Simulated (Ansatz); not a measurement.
# Ta$_{2}$N$_{3}$: single-point calculation

System: Ta$_{2}$N$_{3}$ (P-3m1, 5 atoms in the cell).
Method: DFT r2SCAN, scalar-relativistic, plane waves, PAW, spin-polarised (Ansatz 0.2.0).

The structure was built on a prototype by a generator; it need not be a known phase. It belongs to a series of runs on one base structure; here: A-type sesquioxide type (P-3m1, No. 164). Figures and captions count atoms from 1; the log counts them from 0 in places.

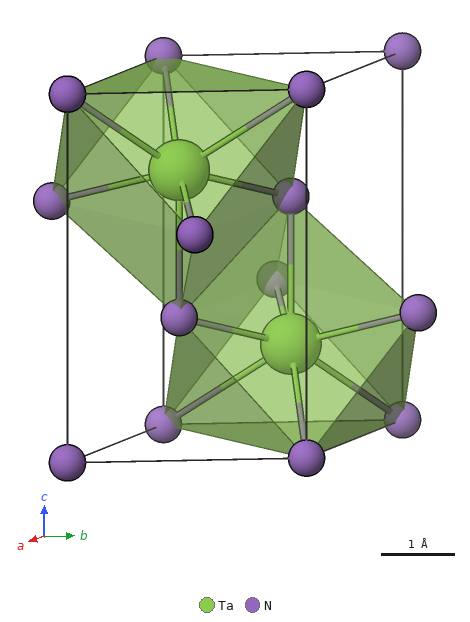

**Figure 1.** The input geometry (polyhedral view of the cell of the calculation, seen slightly off an axis; polyhedra are completed across the faces of the cell).

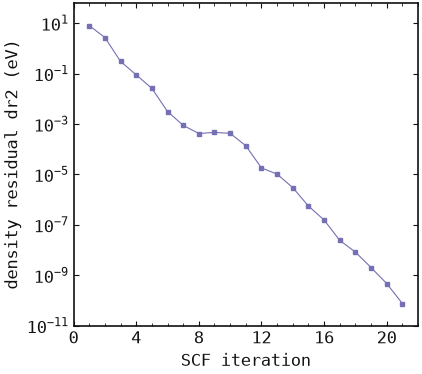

**Figure 2.** Convergence of the self-consistent field: density residual dr2 against the SCF iteration. The residual falls almost steadily, with no more than small rises.

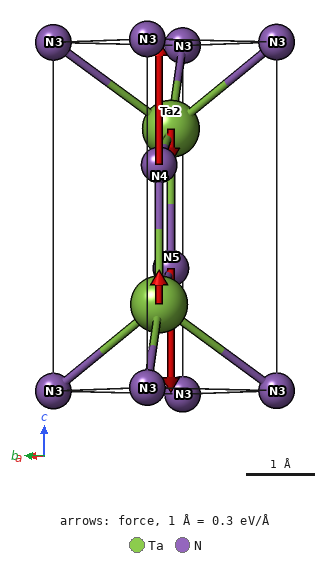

**Figure 3.** Forces on the atoms as red arrows (ball-and-stick view of the cell of the calculation, seen at an oblique angle; atoms are numbered from 1 in the order of the input). The largest act on N4, N5 (0.56 eV/Å). The geometry is not a stationary point of this energy.

These pictures come from the run below.

The input
```yaml
crystal:
  lattice:
    - [3.3240912575, 0.0, 0.0]
    - [-1.6620456288, 2.8787474735, 0.0]
    - [0.0, 0.0, 5.1717460428]
  atoms:
    - { symbol: Ta, position: [0.3333333333, 0.6666666667, 0.245], spin: 1.0 }
    - { symbol: Ta, position: [0.6666666667, 0.3333333333, 0.755], spin: 1.0 }
    - { symbol: "N", position: [0.0, 0.0, 0.0] }
    - { symbol: "N", position: [0.3333333333, 0.6666666667, 0.645] }
    - { symbol: "N", position: [0.6666666667, 0.3333333333, 0.355] }
basis:
  ecutwfc: 500
kpoints:
  mp_grid: { grid: [6, 6, 4] }
hamiltonian:
  xc: r2scan
scf:
  occupations: { method: gaussian, width: 0.1 }
  lower_state_search: "off"
output:
  forces: true
  stress: true
  eigenvalues: true
  populations: true
magnetization:
  spin_polarized: true
```

Command:
```bash
ansatz run input.yaml --threads 1 --pin off --max-ram 2560MiB --backend cpu --events-out ev --progress --plain --runs-dir out
```

What the program printed
```
Engine: ansatz 0.2.0, x86_64-unknown-linux-gnu
Pseudopotentials: kind: paw
Pseudopotential: Ta, paw, valence charge 13, recommended cutoff 500 eV (meta_gga), Ta.paw.azcp
Pseudopotential: N, paw, valence charge 5, recommended cutoff 500 eV (meta_gga), N.paw.azcp
Functional definition: r2SCAN
  parameter k0 = 0.174
  parameter k1 = 0.065
  parameter a1 = 4.9479
  exchange = r2scan_x(k0 = k0, k1 = k1, a1 = a1)
  correlation = r2scan_c
Crystal: 5 atoms, lattice volume = 49.490 Å³
Basis set: ecut = 500 eV, 1243 PW (Γ), exchange–correlation on 100×100×160 points (64 copies of the dense FFT grid, shifted against one another)
Bands: 27, of which v1, the nominal top of the filled ones, is band 21 counted from 1 (20 counted from 0)
Symmetry: 12 space group operations
Space group: P-3m1 (ITA 164), of the structure as read, at distance tolerance 3.7e-5 Å
Magnetic group: BNS 164.85 (UNI 1315), of the structure as read, at distance tolerance 3.7e-5 Å
k-points: 24 of 144
Non-local potential: Ta, projectors of the file, l = 0: 3, l = 1: 2, l = 2: 2, l = 3: 1
Non-local potential: N, projectors of the file, l = 0: 2, l = 1: 2, l = 2: 1
PAW form: soft (Blöchl's): semilocal exchange-correlation on the pseudo side does not see the compensation charge
PAW frozen core: Ta, regenerated for the run's functional (the file was generated under x = pbe(κ = 0.804, μ = 0.2195149727645171), c = pbe(β = 0.06672455060314922))
PAW frozen core: N, regenerated for the run's functional (the file was generated under x = pbe(κ = 0.804, μ = 0.2195149727645171), c = pbe(β = 0.06672455060314922))
PAW one-centre angular grid: Ta, 590 points (default); XC on 160 Gauss nodes
PAW one-centre angular grid: N, 302 points (default); XC on 160 Gauss nodes
Initial density: superposition of atomic densities (chi_scale 0.1, normalization cell, long waves kept (reshape's long-wave potential 0.02 eV rms))
Starting moments: Σ|m| = 2 μB on 2 of 5 sites
Initial wavefunctions: pseudopotential atomic-orbital guess
Functional: x = r2scan, c = r2scan; τ floored in thin density (d = 2e-4 eV/Å³)
SCF iter   1: F=-21043.544214 eV  HF=-21048.423989 eV  |F-HF|=4.88e0  |Δ(HF+E_count)|=         —  Δρ=7.05e-2 (↑7.05e-2 ↓6.70e-2)  dr2=7.99e0  dr2_τ=3.99e-1  dr2_m=4.87e-1  M=0.614 μB ∫|m|=0.691 μB  β_m=0.30  ethr=3.10e-3  ⟨swp⟩=6.0  Hψ=5954  notcnv=0
preconditioner: auto → Kerker (q_TF=auto, 2.644 Å⁻¹)  [metal: Δε(μ)=0.050 eV  Ē_g=12.084 eV  σ=0.100 eV  W_gap=0.28  n_scr=22 (ndim 8)  ℏωp=26.4 eV  f_vac=0.000  D(μ)=2.19/eV (n_scr^D=22)]
spin=Collinear: Kerker preconditioning applied to the charge; magnetization (m = ρ↑ − ρ↓) channel mixes plain (no charge-response kernel on spin).
SCF iter   2: F=-21046.439656 eV  HF=-21047.605157 eV  |F-HF|=1.17e0  |Δ(HF+E_count)|=   8.19e-1  Δρ=4.28e-2 (↑4.28e-2 ↓4.28e-2)  dr2=2.69e0  dr2_τ=3.73e-2  dr2_m=2.43e-1  M=0.594 μB ∫|m|=0.662 μB  β_m=0.30  ethr=3.10e-3  ⟨swp⟩=2.2  Hψ=2710  notcnv=0  defer=80  κ⁻¹=1.0e0(r=1)
SCF iter   3: F=-21047.567341 eV  HF=-21047.412085 eV  |F-HF|=1.55e-1  |Δ(HF+E_count)|=   1.93e-1  Δρ=2.65e-2 (↑2.01e-2 ↓2.65e-2)  dr2=3.02e-1  dr2_τ=3.41e-2  dr2_m=1.25e-1  M=0.554 μB ∫|m|=0.625 μB  β_m=0.30  ethr=3.10e-3  ⟨swp⟩=2.2  Hψ=2250  notcnv=0  defer=80  κ⁻¹=3.4e-3(r=2)
SCF iter   4: F=-21047.571539 eV  HF=-21047.562861 eV  |F-HF|=8.68e-3  |Δ(HF+E_count)|=   1.51e-1  Δρ=1.37e-2 (↑1.36e-2 ↓1.37e-2)  dr2=8.88e-2  dr2_τ=2.56e-3  dr2_m=6.88e-2  M=0.514 μB ∫|m|=0.575 μB  β_m=0.30  ethr=7.37e-4  ⟨swp⟩=2.7  Hψ=2493  notcnv=0  defer=81  κ⁻¹=5.6e-4(r=3)
SCF iter   5: F=-21047.592256 eV  HF=-21047.579543 eV  |F-HF|=1.27e-2  |Δ(HF+E_count)|=   1.67e-2  Δρ=1.03e-2 (↑9.67e-3 ↓1.03e-2)  dr2=2.59e-2  dr2_τ=1.85e-3  dr2_m=3.84e-2  M=0.469 μB ∫|m|=0.524 μB  β_m=0.30  ethr=2.16e-4  ⟨swp⟩=2.0  Hψ=2251  notcnv=0  defer=81  κ⁻¹=2.9e-4(r=4)
SCF iter   6: F=-21047.605975 eV  HF=-21047.592201 eV  |F-HF|=1.38e-2  |Δ(HF+E_count)|=   1.27e-2  Δρ=7.19e-3 (↑7.16e-3 ↓7.19e-3)  dr2=3.12e-3  dr2_τ=5.95e-4  dr2_m=2.25e-2  M=0.425 μB ∫|m|=0.476 μB  β_m=0.30  ethr=6.33e-5  ⟨swp⟩=2.0  Hψ=1814  notcnv=0  defer=81  κ⁻¹=6.3e-5(r=5)
SCF iter   7: F=-21047.608482 eV  HF=-21047.599859 eV  |F-HF|=8.62e-3  |Δ(HF+E_count)|=   7.66e-3  Δρ=5.60e-3 (↑5.47e-3 ↓5.60e-3)  dr2=8.80e-4  dr2_τ=2.39e-4  dr2_m=1.36e-2  M=0.384 μB ∫|m|=0.432 μB  β_m=0.72  ethr=7.60e-6  ⟨swp⟩=2.0  Hψ=2074  notcnv=0  defer=81
Mixer restart at iter 7: flushing history
spin-set hold released at iteration 7 (site moments contracting): the magnetisation degrees of freedom join the quasi-Newton model from the next iteration; the mixer history was flushed
SCF iter   8: F=-21047.612493 eV  HF=-21047.609737 eV  |F-HF|=2.76e-3  |Δ(HF+E_count)|=   9.88e-3  Δρ=2.91e-3 (↑2.78e-3 ↓2.91e-3)  dr2=4.17e-4  dr2_τ=1.94e-4  dr2_m=3.54e-3  M=0.303 μB ∫|m|=0.340 μB  β_m=1.20  ethr=2.15e-6  ⟨swp⟩=2.9  Hψ=2820  notcnv=0  defer=81  κ⁻¹=1.0e0(r=1)
SCF iter   9: F=-21047.617393 eV  HF=-21047.615962 eV  |F-HF|=1.43e-3  |Δ(HF+E_count)|=   6.23e-3  Δρ=1.19e-3 (↑1.06e-3 ↓1.19e-3)  dr2=4.64e-4  dr2_τ=6.52e-5  dr2_m=4.52e-4  M=0.163 μB ∫|m|=0.182 μB  β_m=1.20  ethr=1.02e-6  ⟨swp⟩=3.0  Hψ=2758  notcnv=0  defer=81  κ⁻¹=3.5e-2(r=2)
SCF iter  10: F=-21047.618978 eV  HF=-21047.618294 eV  |F-HF|=6.84e-4  |Δ(HF+E_count)|=   2.33e-3  Δρ=6.40e-4 (↑5.69e-4 ↓6.40e-4)  dr2=4.24e-4  dr2_τ=1.09e-5  dr2_m=7.08e-5  M=0.082 μB ∫|m|=0.091 μB  β_m=1.20  ethr=1.02e-6  ⟨swp⟩=2.2  Hψ=2552  notcnv=0  defer=81  κ⁻¹=7.2e-3(r=3)
SCF iter  11: F=-21047.619453 eV  HF=-21047.619341 eV  |F-HF|=1.12e-4  |Δ(HF+E_count)|=   1.05e-3  Δρ=3.37e-4 (↑2.91e-4 ↓3.37e-4)  dr2=1.37e-4  dr2_τ=3.06e-6  dr2_m=2.06e-5  M=0.036 μB ∫|m|=0.041 μB  β_m=0.30  ethr=1.02e-6  ⟨swp⟩=2.0  Hψ=2331  notcnv=0  defer=81  κ⁻¹=2.3e-3(r=4)
SCF iter  12: F=-21047.619565 eV  HF=-21047.619527 eV  |F-HF|=3.75e-5  |Δ(HF+E_count)|=   1.86e-4  Δρ=2.21e-4 (↑1.76e-4 ↓2.21e-4)  dr2=1.80e-5  dr2_τ=5.84e-7  dr2_m=1.49e-5  M=-0.003 μB ∫|m|=0.007 μB  β_m=0.39  ethr=3.35e-7  ⟨swp⟩=2.2  Hψ=2427  notcnv=0  defer=81  κ⁻¹=7.8e-4(r=5)
SCF iter  13: F=-21047.619577 eV  HF=-21047.619574 eV  |F-HF|=2.62e-6  |Δ(HF+E_count)|=   4.71e-5  Δρ=1.12e-4 (↑7.86e-5 ↓1.12e-4)  dr2=1.02e-5  dr2_τ=1.48e-7  dr2_m=3.37e-6  M=-0.003 μB ∫|m|=0.004 μB  β_m=1.20  ethr=4.39e-8  ⟨swp⟩=2.1  Hψ=1992  notcnv=0  defer=81  κ⁻¹=3.5e-4(r=6)
SCF iter  14: F=-21047.619583 eV  HF=-21047.619584 eV  |F-HF|=1.07e-6  |Δ(HF+E_count)|=   9.40e-6  Δρ=3.42e-5 (↑3.30e-5 ↓3.42e-5)  dr2=2.98e-6  dr2_τ=4.14e-8  dr2_m=2.00e-7  M=-0.004 μB ∫|m|=0.004 μB  β_m=1.20  ethr=2.48e-8  ⟨swp⟩=2.0  Hψ=2115  notcnv=0  defer=81  κ⁻¹=9.2e-5(r=7)
SCF iter  15: F=-21047.619585 eV  HF=-21047.619584 eV  |F-HF|=1.31e-6  |Δ(HF+E_count)|=   1.24e-8  Δρ=1.58e-5 (↑1.21e-5 ↓1.58e-5)  dr2=5.55e-7  dr2_τ=4.82e-9  dr2_m=8.10e-9  M=-0.001 μB ∫|m|=0.001 μB  β_m=1.20  ethr=7.27e-9  ⟨swp⟩=2.0  Hψ=2106  notcnv=0  defer=81  κ⁻¹=3.0e-5(r=8)
SCF iter  16: F=-21047.619585 eV  HF=-21047.619585 eV  |F-HF|=6.62e-7  |Δ(HF+E_count)|=   9.27e-7  Δρ=1.04e-5 (↑1.04e-5 ↓9.11e-6)  dr2=1.55e-7  dr2_τ=2.58e-9  dr2_m=1.04e-8  M=0.001 μB ∫|m|=0.001 μB  β_m=1.20  ethr=1.35e-9  ⟨swp⟩=2.0  Hψ=2117  notcnv=0  defer=81  κ⁻¹=1.9e-5(r=8)
iter 17 did not close the SCF: its close was put off for a magnetic moment that had not settled (scf_convergence_deferred on its scf_iter line)
SCF iter  17: F=-21047.619585 eV  HF=-21047.619585 eV  |F-HF|=2.58e-8  |Δ(HF+E_count)|=   7.04e-7  Δρ=6.03e-6 (↑6.03e-6 ↓5.32e-6)  dr2=2.41e-8  dr2_τ=1.25e-9  dr2_m=5.53e-9  M=0.001 μB ∫|m|=0.001 μB  β_m=1.20  ethr=2.44e-10  ⟨swp⟩=10.6  Hψ=5506  notcnv=0  κ⁻¹=3.1e-5(r=8)
iter 18 did not close the SCF: its close was put off for a magnetic moment that had not settled (scf_convergence_deferred on its scf_iter line)
SCF iter  18: F=-21047.619585 eV  HF=-21047.619585 eV  |F-HF|=2.66e-8  |Δ(HF+E_count)|=   2.53e-8  Δρ=2.84e-6 (↑2.84e-6 ↓2.55e-6)  dr2=8.24e-9  dr2_τ=1.81e-10  dr2_m=2.71e-10  M=0.000 μB ∫|m|=0.000 μB  β_m=1.20  ethr=5.89e-11  ⟨swp⟩=2.1  Hψ=4323  notcnv=0  κ⁻¹=1.8e-5(r=8)
iter 19 did not close the SCF: its close was put off for a magnetic moment that had not settled (scf_convergence_deferred on its scf_iter line)
SCF iter  19: F=-21047.619585 eV  HF=-21047.619585 eV  |F-HF|=3.99e-8  |Δ(HF+E_count)|=   1.30e-8  Δρ=1.87e-6 (↑1.87e-6 ↓1.48e-6)  dr2=2.02e-9  dr2_τ=8.94e-11  dr2_m=3.96e-10  M=-0.000 μB ∫|m|=0.000 μB  β_m=0.73  ethr=2.01e-11  ⟨swp⟩=2.0  Hψ=3835  notcnv=0  κ⁻¹=3.7e-6(r=8)
iter 20 did not close the SCF: its close was put off for a magnetic moment that had not settled (scf_convergence_deferred on its scf_iter line)
SCF iter  20: F=-21047.619585 eV  HF=-21047.619585 eV  |F-HF|=4.73e-9  |Δ(HF+E_count)|=   3.76e-8  Δρ=8.98e-7 (↑8.98e-7 ↓6.69e-7)  dr2=4.65e-10  dr2_τ=1.08e-11  dr2_m=1.14e-10  M=-0.000 μB ∫|m|=0.000 μB  β_m=1.20  ethr=4.92e-12  ⟨swp⟩=1.0  Hψ=3711  notcnv=0  κ⁻¹=2.4e-5(r=8)
SCF iter  21: F=-21047.619585 eV  HF=-21047.619585 eV  |F-HF|=5.82e-10  |Δ(HF+E_count)|=   4.46e-9  Δρ=3.65e-7 (↑3.25e-7 ↓3.65e-7)  dr2=7.53e-11  dr2_τ=3.88e-12  dr2_m=1.85e-11  M=0.000 μB ∫|m|=0.000 μB  ethr=1.14e-12  ⟨swp⟩=1.0  Hψ=3906  notcnv=0
WARN: the starting moments were not kept: the SCF closed with an absolute magnetisation of 3.7e-5 μB, where they sum to 2 μB in size (2 sites). That is at most 0.1 of that sum. Measured as dr2_m measures the in/out step, that magnetisation stands 1.4e-10 eV from none, at or under the dr2_threshold of 1.0e-7 eV: it is no larger than a step whose dr2_m would equal this threshold. The system may hold no moment; this SCF shows only that its start led to no more than that. To try another start: raise the starting moments (crystal.atoms[].spin, magnetization.per_species, magnetization.initial_magnetization, or on a non-collinear deck that types none of these the spinor_matrix: blocks that start its atoms; where the total moment is fixed, keep their sum and leave initial_magnetization as it is; typed ones take the place of any that the run laid by itself, positive ones on a crystal's lanthanoids without a Hubbard term where scf.initial_density.shell_occupations: [] is typed) or, if the notice of its spin-set hold's release reads "site moments contracting" or "site moments show no strong build", lengthen the hold (scf.mixing.spin_hold: { on: { confirm: 4 } }; for m-r²SCAN on two components see the key's manual first). Each may lead to a state that holds a moment. A second SCF, from the converged charge density, with the starting moments and any scf.initial_density.shell_occupations laid on it anew, would have followed, and was not run: the deck does not ask for one (magnetization.retry_lost_moments is false, the default). To let it run, set magnetization.retry_lost_moments: true and run the deck again, where that key's refused combinations let it; where memory then withholds it, that run's warning says so.
SCF 1 converged in 21 iterations: F = -21047.619585 eV  dr2 = 7.53e-11
  greatest PAW one-centre occupation: 0.998 electrons in one spin orbital (limit 2), on the Ta atom at site 1 (counted from 0), in its partial waves of l = 0
this state was not tested for a lower state beside it, because the mixer in use, unlike msr1, does not test its closes by its own steps (another_mixer; see scf.mixing.algorithm and scf.lower_state_search)
SCF converged after 21 iterations
Magnetization: 0.0000 μB (20.5000 up, 20.5000 down)
Absolute magnetization: 0.0000 μB (∫|ρ↑−ρ↓|, with the PAW one-centre terms)
Spin contamination: 0.0000 ħ² per cell (⟨S²⟩ above its minimum at these occupations)
Per-site moments (μB) at R_I (Å): [(6.325973626626045e-6, 0.8257042917303845), (6.325973626621812e-6, 0.8257042917303845), (-1.4196258538451714e-6, 0.9486316527540433), (1.8021600486107345e-6, 0.8257042917303845), (1.8021600486482523e-6, 0.8257042917303845)]
Free energy (F): -21047.619585 eV
Harris-Foulkes:  -21047.619585 eV  (|F-HF|=5.82e-10)
Internal energy: -21047.607084 eV  (E = F + TS)
E sigma→0 (E₀):  -21047.613335 eV
Entropy (-TS):   -0.012501 eV (-2.500 meV/atom)
Fermi energy:    19.879001 eV
--- Per-component energies (eV) ---
  E_band       = -134.486612
  E_kinetic    = 1144.232784
  E_local      = -1458.466013  (includes V_loc(G=0)·N_el)
  E_nonlocal   = 167.469919
  E_hartree    = 491.199769
  E_xc         = -593.501265
  E_vxc        = -704.456630  (∫ρ·V_xc dr)
  E_paw        = -17234.571194  (= ΣΔE_a)
  E_vpaw       = -302.153974  (= ΣTr[D̂ρ^β])
  E_aug_tail   = 0.000210  (compensation charges beyond the density's cutoff)
  E_vtau       = 36.487528  (kinetic-family band-sum trace: ∫τ·v_τ [+ j·A + Jᵃ·Aᵃ] dr)
  E_ewald      = -3562.370040
  E_core_change = -1.601254  (= ΣΔE_core)
  E_smearing   = -0.012501  (= −TS)
  E_closure    = 0.000000  (closes the sum)
  Σ components = -21047.619585   (vs F -21047.619585, Δ=0.00e0)
--- Forces (eV/Å), atoms counted from 1 ---
  atom   1  Ta    -0.00000000    -0.00000000     0.15810701
  atom   2  Ta     0.00000000     0.00000000    -0.15810701
  atom   3  N      0.00000000    -0.00000000     0.00000000
  atom   4  N     -0.00000000    -0.00000000     0.55778639
  atom   5  N      0.00000000     0.00000000    -0.55778639
  max |Σ_I F_I| component: 2.31e-17 eV/Å
--- Stress (GPa, compression-positive) ---
       26.548088       0.000000       0.000000
        0.000000      26.548088      -0.000000
        0.000000      -0.000000      26.020667
  P = ⅓ Tr σ = 26.3723 GPa (263.723 kbar)
--- Band table (eV; the first three rows and the last of 48) ---
  k-point 0 ↑: bands = ["-51.6773", "-51.6373", "-18.0832", "-17.4733", "-17.4733", "-17.4334", "-17.3789", "-17.3789", "0.0110", "2.6070", "4.0586", "11.9510", "11.9510", "12.1133", "12.1133", "12.3306", "13.8777", "16.5531", "16.5531", "18.0138", "18.6569", "18.6569", "20.1196", "22.4239", "22.4239", "23.5645", "24.7185"]
  k-point 1 ↑: bands = ["-51.6715", "-51.6432", "-17.9945", "-17.5332", "-17.4598", "-17.4598", "-17.3925", "-17.3925", "0.3528", "2.1592", "4.2442", "11.3337", "11.3755", "11.3755", "12.7559", "12.7559", "14.9228", "16.5231", "16.5231", "17.1456", "19.1880", "19.1880", "20.7370", "21.5292", "21.5292", "24.4366", "25.7425"]
  k-point 2 ↑: bands = ["-51.6584", "-51.6563", "-17.8021", "-17.7366", "-17.4323", "-17.4323", "-17.4201", "-17.4201", "1.1383", "1.2936", "4.4114", "10.7122", "11.1310", "11.1310", "13.0425", "13.0425", "15.9166", "16.1411", "16.6493", "16.6493", "19.6450", "19.6450", "20.7688", "20.7688", "21.4037", "24.8045", "26.3643"]
  k-point 23 ↓: bands = ["-51.6368", "-51.6368", "-17.9443", "-17.9443", "-17.6989", "-17.6697", "-17.5157", "-17.5157", "2.9326", "2.9326", "3.1260", "10.7495", "10.7495", "11.6799", "13.8636", "14.5228", "14.5228", "15.7704", "15.7704", "16.1867", "19.6122", "20.7671", "22.7325", "22.7325", "23.6485", "24.8259", "24.8259"]
--- Löwdin populations: 5 sites ---
  site symbol       q [e]    m [muB]
     0     Ta     11.7595     0.0000
     1     Ta     11.7595     0.0000
     2      N      5.8885    -0.0000
     3      N      5.7138     0.0000
     4      N      5.7138     0.0000
  spilling = 0.004022 (of n_electrons = 41.000000)
```

Results in brief

| quantity | value |
| --- | --- |
| outcome | converged |
| space group (tolerance 0.01 Å) | P-3m1 (164) |
| electrons treated | 41 |
| free energy | −21047.6196 eV |
| Fermi energy | 19.879 eV |
| gap on the k-point mesh | none (metallic) |
| net moment of the cell | 0.00 μB |
| integrated absolute moment | 0.00 μB |
| pressure | 26.37 GPa |
| largest force (length of the vector) | 0.558 eV/Å |
| hardware | 1 thread of Intel Xeon (Granite Rapids), 192 GiB of memory available, shared host |
| wall time | 11 s |
| peak memory | 0.49 GiB |

The electronic state found may not be the lowest one. Warnings of the run: some starting moments were not kept; the state was not tested for a lower one. Spin–orbit coupling is left out, which matters for Ta. The cell is under a pressure of 26 GPa at this level, so it is not at its equilibrium volume.
